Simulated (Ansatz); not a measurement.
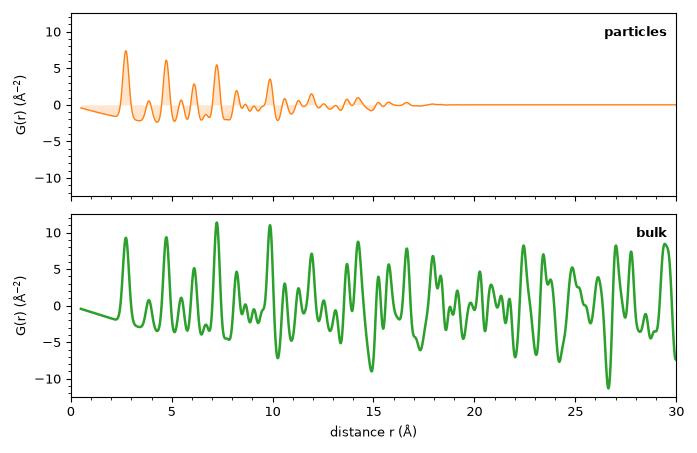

Computed X-ray G(r), with each pair weighted by the product of the atomic numbers (X-ray weights at Q = 0) and a uniform peak width σ = 0.15 Å, for spherical particles of Ru with the bulk structure: the bulk G(r) is multiplied by the envelope of a sphere of diameter D, 1 − 3r/2D + r³/2D³, with no surface relaxation. The number density is 0.0689 atoms per Å³. It is based on coordinates from a relaxation with DFT, BLYP, plane waves (420 eV) with PAW, scalar-relativistic (Ansatz 0.2.0); the starting structure was generated, so it need not be a known form of this composition.

### How large are the particles?

About 20 Å (2.0 nm): the signal is half of the bulk amplitude at r ≈ 6.9 Å and vanishes at r = D, fading from view somewhat earlier.

### Roughly how many atoms does one particle hold?

About 290 (number density 0.0689 Å⁻³ times πD³/6).
